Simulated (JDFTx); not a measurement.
# Geometry relaxation, with input and output: MnO (part 2 of 3)

Continued. System: MnO (Fm-3m, 2 atoms in the cell). Method: Kohn-Sham DFT of a periodic cell, PBEsol, PseudoDojo-SR-PBEsol-0.4.1-standard, spin-polarised (JDFTx 1.7.0 (patched build)); cutoff 1306.15 eV, 5×5×5 k-mesh, fermi-dirac of 0.05 eV, collinear spins. The structure derives from a Materials Project entry.

Geometry of the input (Å; fractional positions):
```
0.0000  2.2239  2.2239
2.2239  0.0000  2.2239
2.2239  2.2239  0.0000
Mn 0.0000  0.0000  0.0000
O  0.5000  0.5000  0.5000
```

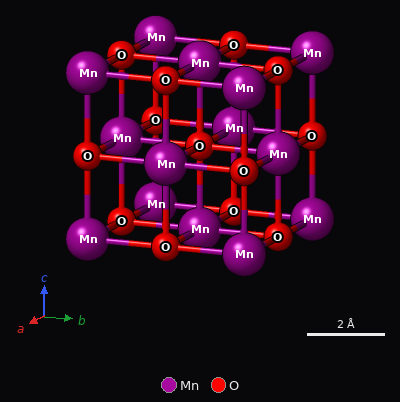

Fig. 1: The input geometry (ball-and-stick view of the cell 4 times as large as that of the calculation, set on its symmetry axes, seen slightly off an axis).

**Output, continued**
```
Setting wave functions to eigenvectors of Hamiltonian
# Lattice vectors:
R =
[            0      4.19149      4.19149  ]
[      4.19149            0      4.19149  ]
[      4.19149      4.19149            0  ]
unit cell volume = 147.277

# Strain tensor in Cartesian coordinates:
[  -0.00263826            0            0  ]
[            0  -0.00263826            0  ]
[            0            0  -0.00263826  ]

# Stress tensor in Cartesian coordinates [Eh/a0^3]:
[  0.000139019            0            0  ]
[            0  0.000139019            0  ]
[            0            0  0.000139019  ]

# Ionic positions in lattice coordinates:
ion Mn   0.000000000000000  -0.000000000000000   0.000000000000000 1
ion O   0.500000000000000   0.500000000000000   0.500000000000000 1

# Forces in Cartesian coordinates:
force Mn  -0.000000000000000   0.000000000000000   0.000000000000000 1
force O  -0.000000000000000  -0.000000000000000  -0.000000000000000 1

# Energy components:
   Eewald =      -83.0731584415767941
       EH =       31.6534263720244624
     Eloc =     -101.0571868804040037
      Enl =      -10.2382875145847763
      Exc =      -22.3632094179735361
 Exc_core =        5.4350121069942743
       KE =       59.8014142023928059
-------------------------------------
     Etot =     -119.8419895731275915
       TS =        0.0004441592717027
-------------------------------------
        F =     -119.8424337323993001

LatticeMinimize: Iter:   1  F: -119.842433732399300  |grad|_K:  6.697e-03  alpha:  3.000e+00  linmin: -1.000e+00

#--- Lowdin population analysis ---
# oxidation-state Mn +1.154
# magnetic-moments Mn +4.562
# oxidation-state O -1.029
# magnetic-moments O +0.285

-------- Electronic minimization -----------
Will mix electronic density at each iteration.
	FillingsUpdate:  mu: +0.493434918  nElectrons: 21.000000  magneticMoment: [ Abs: 4.68454  Tot: +4.68440 ]
	FillingsUpdate:  mu: +0.521305420  nElectrons: 21.000000  magneticMoment: [ Abs: 4.86379  Tot: +4.86364 ]
SCF: Cycle:  0   F: -119.842065599800733   dF: +1.664e-04   |Residual|: 3.886e-02   |deigs|: 2.181e-04
	FillingsUpdate:  mu: +0.520336489  nElectrons: 21.000000  magneticMoment: [ Abs: 4.74226  Tot: +4.74218 ]
SCF: Cycle:  1   F: -119.842706352237840   dF: -6.408e-04   |Residual|: 2.813e-02   |deigs|: 5.547e-03
	FillingsUpdate:  mu: +0.520307699  nElectrons: 21.000000  magneticMoment: [ Abs: 4.66451  Tot: +4.66440 ]
SCF: Cycle:  2   F: -119.843093454546320   dF: -3.871e-04   |Residual|: 1.250e-02   |deigs|: 1.960e-03
	FillingsUpdate:  mu: +0.519601352  nElectrons: 21.000000  magneticMoment: [ Abs: 4.62063  Tot: +4.62049 ]
SCF: Cycle:  3   F: -119.843098234773748   dF: -4.780e-06   |Residual|: 4.668e-03   |deigs|: 9.001e-04
	FillingsUpdate:  mu: +0.519525728  nElectrons: 21.000000  magneticMoment: [ Abs: 4.63640  Tot: +4.63629 ]
SCF: Cycle:  4   F: -119.843099072536589   dF: -8.378e-07   |Residual|: 1.456e-03   |deigs|: 2.315e-04
	FillingsUpdate:  mu: +0.519487161  nElectrons: 21.000000  magneticMoment: [ Abs: 4.62954  Tot: +4.62940 ]
SCF: Cycle:  5   F: -119.843099178685492   dF: -1.061e-07   |Residual|: 2.420e-04   |deigs|: 9.957e-05
	FillingsUpdate:  mu: +0.519493895  nElectrons: 21.000000  magneticMoment: [ Abs: 4.62957  Tot: +4.62944 ]
SCF: Cycle:  6   F: -119.843099200992867   dF: -2.231e-08   |Residual|: 1.114e-04   |deigs|: 8.707e-06
	FillingsUpdate:  mu: +0.519495209  nElectrons: 21.000000  magneticMoment: [ Abs: 4.63002  Tot: +4.62989 ]
SCF: Cycle:  7   F: -119.843099203442321   dF: -2.449e-09   |Residual|: 3.683e-05   |deigs|: 7.128e-06
	FillingsUpdate:  mu: +0.519493220  nElectrons: 21.000000  magneticMoment: [ Abs: 4.62987  Tot: +4.62974 ]
SCF: Cycle:  8   F: -119.843099204193621   dF: -7.513e-10   |Residual|: 9.588e-06   |deigs|: 5.233e-06
	FillingsUpdate:  mu: +0.519492213  nElectrons: 21.000000  magneticMoment: [ Abs: 4.62983  Tot: +4.62970 ]
SCF: Cycle:  9   F: -119.843099204405391   dF: -2.118e-10   |Residual|: 6.139e-06   |deigs|: 3.835e-06
	FillingsUpdate:  mu: +0.519492519  nElectrons: 21.000000  magneticMoment: [ Abs: 4.62985  Tot: +4.62972 ]
SCF: Cycle: 10   F: -119.843099204472153   dF: -6.676e-11   |Residual|: 2.473e-06   |deigs|: 4.071e-06
	FillingsUpdate:  mu: +0.519492904  nElectrons: 21.000000  magneticMoment: [ Abs: 4.62984  Tot: +4.62971 ]
SCF: Cycle: 11   F: -119.843099204485625   dF: -1.347e-11   |Residual|: 1.492e-06   |deigs|: 1.037e-05
SCF: Converged (|Delta E|<1.000000e-10 for 2 iters).

Setting wave functions to eigenvectors of Hamiltonian
# Lattice vectors:
R =
[            0      4.13935      4.13935  ]
[      4.13935            0      4.13935  ]
[      4.13935      4.13935            0  ]
unit cell volume = 141.849

# Strain tensor in Cartesian coordinates:
[    -0.015044            0            0  ]
[            0    -0.015044            0  ]
[            0            0    -0.015044  ]

# Stress tensor in Cartesian coordinates [Eh/a0^3]:
[  9.74075e-05            0            0  ]
[            0  9.74075e-05            0  ]
[            0            0  9.74075e-05  ]

# Ionic positions in lattice coordinates:
ion Mn  -0.000000000000000  -0.000000000000000   0.000000000000000 1
ion O   0.500000000000000   0.500000000000000   0.500000000000000 1

# Forces in Cartesian coordinates:
force Mn   0.000000000000000  -0.000000000000000  -0.000000000000000 1
force O   0.000000000000000   0.000000000000000  -0.000000000000000 1

# Energy components:
   Eewald =      -84.1194862467556277
       EH =       31.0422704486697718
     Eloc =      -99.4090697587369050
      Enl =      -10.2171069880749368
      Exc =      -22.3616881706975690
 Exc_core =        5.4350118752125445
       KE =       59.7875587965447650
-------------------------------------
     Etot =     -119.8425100438379332
       TS =        0.0005891606476974
-------------------------------------
        F =     -119.8430992044856254

LatticeMinimize: Iter:   2  F: -119.843099204485625  |grad|_K:  4.520e-03  alpha:  1.000e+00  linmin: -1.000e+00

#--- Lowdin population analysis ---
# oxidation-state Mn +1.119
# magnetic-moments Mn +4.369
# oxidation-state O -0.997
# magnetic-moments O +0.249

-------- Electronic minimization -----------
Will mix electronic density at each iteration.
	FillingsUpdate:  mu: +0.519492904  nElectrons: 21.000000  magneticMoment: [ Abs: 4.31058  Tot: +4.31046 ]
	FillingsUpdate:  mu: +0.576130250  nElectrons: 21.000000  magneticMoment: [ Abs: 4.62985  Tot: +4.62971 ]
SCF: Cycle:  0   F: -119.840194723417298   dF: +2.775e-04   |Residual|: 7.831e-02   |deigs|: 7.903e-04
	FillingsUpdate:  mu: +0.572722788  nElectrons: 21.000000  magneticMoment: [ Abs: 4.37018  Tot: +4.37015 ]
SCF: Cycle:  1   F: -119.842386264013541   dF: -2.192e-03   |Residual|: 4.267e-02   |deigs|: 1.048e-02
	FillingsUpdate:  mu: +0.573297946  nElectrons: 21.000000  magneticMoment: [ Abs: 4.25008  Tot: +4.24995 ]
SCF: Cycle:  2   F: -119.843451976551876   dF: -1.066e-03   |Residual|: 1.919e-02   |deigs|: 3.967e-03
	FillingsUpdate:  mu: +0.572109128  nElectrons: 21.000000  magneticMoment: [ Abs: 4.21639  Tot: +4.21627 ]
SCF: Cycle:  3   F: -119.843492747166025   dF: -4.077e-05   |Residual|: 7.245e-03   |deigs|: 1.498e-03
	FillingsUpdate:  mu: +0.572123631  nElectrons: 21.000000  magneticMoment: [ Abs: 4.24773  Tot: +4.24762 ]
SCF: Cycle:  4   F: -119.843494625746004   dF: -1.879e-06   |Residual|: 3.752e-03   |deigs|: 5.449e-04
	FillingsUpdate:  mu: +0.572026707  nElectrons: 21.000000  magneticMoment: [ Abs: 4.22690  Tot: +4.22678 ]
SCF: Cycle:  5   F: -119.843494931352566   dF: -3.056e-07   |Residual|: 1.307e-03   |deigs|: 3.238e-04
	FillingsUpdate:  mu: +0.572039759  nElectrons: 21.000000  magneticMoment: [ Abs: 4.23238  Tot: +4.23226 ]
SCF: Cycle:  6   F: -119.843495015679423   dF: -8.433e-08   |Residual|: 1.437e-04   |deigs|: 8.047e-05
	FillingsUpdate:  mu: +0.572042606  nElectrons: 21.000000  magneticMoment: [ Abs: 4.23288  Tot: +4.23276 ]
SCF: Cycle:  7   F: -119.843495020849161   dF: -5.170e-09   |Residual|: 9.698e-05   |deigs|: 7.925e-06
	FillingsUpdate:  mu: +0.572039714  nElectrons: 21.000000  magneticMoment: [ Abs: 4.23244  Tot: +4.23232 ]
SCF: Cycle:  8   F: -119.843495022749224   dF: -1.900e-09   |Residual|: 1.521e-05   |deigs|: 7.160e-06
	FillingsUpdate:  mu: +0.572037537  nElectrons: 21.000000  magneticMoment: [ Abs: 4.23246  Tot: +4.23234 ]
SCF: Cycle:  9   F: -119.843495023228854   dF: -4.796e-10   |Residual|: 1.093e-05   |deigs|: 2.928e-06
	FillingsUpdate:  mu: +0.572038115  nElectrons: 21.000000  magneticMoment: [ Abs: 4.23245  Tot: +4.23233 ]
SCF: Cycle: 10   F: -119.843495023368646   dF: -1.398e-10   |Residual|: 6.727e-06   |deigs|: 2.479e-06
	FillingsUpdate:  mu: +0.572038517  nElectrons: 21.000000  magneticMoment: [ Abs: 4.23247  Tot: +4.23235 ]
SCF: Cycle: 11   F: -119.843495023404628   dF: -3.598e-11   |Residual|: 1.091e-06   |deigs|: 7.737e-06
	FillingsUpdate:  mu: +0.572038513  nElectrons: 21.000000  magneticMoment: [ Abs: 4.23247  Tot: +4.23235 ]
SCF: Cycle: 12   F: -119.843495023414732   dF: -1.010e-11   |Residual|: 7.116e-07   |deigs|: 5.395e-06
SCF: Converged (|Delta E|<1.000000e-10 for 2 iters).

Setting wave functions to eigenvectors of Hamiltonian
# Lattice vectors:
R =
[            0      4.04193      4.04193  ]
[      4.04193            0      4.04193  ]
[      4.04193      4.04193            0  ]
unit cell volume = 132.068

# Strain tensor in Cartesian coordinates:
[   -0.0382253            0            0  ]
[            0   -0.0382253            0  ]
[            0            0   -0.0382253  ]

# Stress tensor in Cartesian coordinates [Eh/a0^3]:
[ -6.54997e-05            0            0  ]
[            0 -6.54997e-05            0  ]
[            0            0 -6.54997e-05  ]

# Ionic positions in lattice coordinates:
ion Mn  -0.000000000000000   0.000000000000000   0.000000000000000 1
ion O   0.500000000000000   0.500000000000000   0.500000000000000 1

# Forces in Cartesian coordinates:
force Mn   0.000000000000000   0.000000000000000  -0.000000000000000 1
force O  -0.000000000000000   0.000000000000000  -0.000000000000000 1

# Energy components:
   Eewald =      -86.1469874640599329
       EH =       29.8923747005179941
     Eloc =      -96.2599849769183322
      Enl =      -10.1832510685844539
      Exc =      -22.3688633182601109
 Exc_core =        5.4350120953257148
       KE =       59.7884235568489899
-------------------------------------
     Etot =     -119.8432764751301534
       TS =        0.0002185482845838
-------------------------------------
        F =     -119.8434950234147323

LatticeMinimize: Iter:   3  F: -119.843495023414732  |grad|_K:  2.830e-03  alpha:  1.000e+00  linmin:  1.000e+00

#--- Lowdin population analysis ---
# oxidation-state Mn +1.061
# magnetic-moments Mn +4.030
# oxidation-state O -0.943
# magnetic-moments O +0.199

-------- Electronic minimization -----------
Will mix electronic density at each iteration.
	FillingsUpdate:  mu: +0.572038513  nElectrons: 21.000000  magneticMoment: [ Abs: 4.33892  Tot: +4.33880 ]
	FillingsUpdate:  mu: +0.552055150  nElectrons: 21.000000  magneticMoment: [ Abs: 4.23247  Tot: +4.23235 ]
SCF: Cycle:  0   F: -119.843087473881795   dF: +1.912e-04   |Residual|: 1.842e-02   |deigs|: 1.019e-04
	FillingsUpdate:  mu: +0.552858842  nElectrons: 21.000000  magneticMoment: [ Abs: 4.25538  Tot: +4.25525 ]
SCF: Cycle:  1   F: -119.843342180110014   dF: -2.547e-04   |Residual|: 1.065e-02   |deigs|: 3.135e-03
	FillingsUpdate:  mu: +0.552407561  nElectrons: 21.000000  magneticMoment: [ Abs: 4.27413  Tot: +4.27401 ]
[... 7 further cycles ...]
SCF: Cycle:  9   F: -119.843474044660937   dF: -4.280e-11   |Residual|: 2.055e-06   |deigs|: 1.704e-06
	FillingsUpdate:  mu: +0.552542717  nElectrons: 21.000000  magneticMoment: [ Abs: 4.28014  Tot: +4.28002 ]
SCF: Cycle: 10   F: -119.843474044668085   dF: -7.148e-12   |Residual|: 1.255e-06   |deigs|: 1.275e-06
SCF: Converged (|Delta E|<1.000000e-10 for 2 iters).

Setting wave functions to eigenvectors of Hamiltonian
LatticeMinimize: 	Wolfe criterion not satisfied: alpha: 1  (E-E0)/|gdotd0|: 0.0972281  gdotd/gdotd0: -1.01365 (taking cubic step)

-------- Electronic minimization -----------
Will mix electronic density at each iteration.
	FillingsUpdate:  mu: +0.552542717  nElectrons: 21.000000  magneticMoment: [ Abs: 4.21963  Tot: +4.21952 ]
	FillingsUpdate:  mu: +0.563713782  nElectrons: 21.000000  magneticMoment: [ Abs: 4.28014  Tot: +4.28002 ]
SCF: Cycle:  0   F: -119.843421789025712   dF: +3.491e-05   |Residual|: 1.210e-02   |deigs|: 3.531e-05
	FillingsUpdate:  mu: +0.563305564  nElectrons: 21.000000  magneticMoment: [ Abs: 4.25128  Tot: +4.25117 ]
SCF: Cycle:  1   F: -119.843502550261917   dF: -8.076e-05   |Residual|: 5.646e-03   |deigs|: 1.874e-03
	FillingsUpdate:  mu: +0.563512143  nElectrons: 21.000000  magneticMoment: [ Abs: 4.24412  Tot: +4.24399 ]
[... 6 further cycles ...]
SCF: Cycle:  8   F: -119.843540634892804   dF: -2.944e-11   |Residual|: 2.272e-06   |deigs|: 1.501e-06
	FillingsUpdate:  mu: +0.563423236  nElectrons: 21.000000  magneticMoment: [ Abs: 4.24342  Tot: +4.24330 ]
SCF: Cycle:  9   F: -119.843540634903661   dF: -1.086e-11   |Residual|: 3.944e-07   |deigs|: 9.749e-07
SCF: Converged (|Delta E|<1.000000e-10 for 2 iters).

Setting wave functions to eigenvectors of Hamiltonian
# Lattice vectors:
R =
[            0      4.05624      4.05624  ]
[      4.05624            0      4.05624  ]
[      4.05624      4.05624            0  ]
unit cell volume = 133.476

# Strain tensor in Cartesian coordinates:
[   -0.0348201            0            0  ]
[            0   -0.0348201            0  ]
[            0            0   -0.0348201  ]

# Stress tensor in Cartesian coordinates [Eh/a0^3]:
[ -8.75347e-07            0            0  ]
[            0 -8.75347e-07            0  ]
[            0            0 -8.75347e-07  ]

# Ionic positions in lattice coordinates:
ion Mn  -0.000000000000000   0.000000000000000   0.000000000000000 1
ion O   0.500000000000000   0.500000000000000   0.500000000000000 1

# Forces in Cartesian coordinates:
force Mn  -0.000000000000000   0.000000000000000  -0.000000000000000 1
force O  -0.000000000000000   0.000000000000000   0.000000000000000 1

# Energy components:
   Eewald =      -85.8430570848728820
       EH =       30.0523303547522964
     Eloc =      -96.7124173039262018
      Enl =      -10.1806568456291267
      Exc =      -22.3623380497615649
 Exc_core =        5.4350121186392686
       KE =       59.7678451473325580
-------------------------------------
     Etot =     -119.8432816634656604
       TS =        0.0002589714380077
-------------------------------------
        F =     -119.8435406349036612

LatticeMinimize: Iter:   4  F: -119.843540634903661  |grad|_K:  3.822e-05  alpha:  4.306e-01  linmin: -1.000e+00

#--- Lowdin population analysis ---
# oxidation-state Mn +1.064
# magnetic-moments Mn +4.043
# oxidation-state O -0.945
# magnetic-moments O +0.196
```
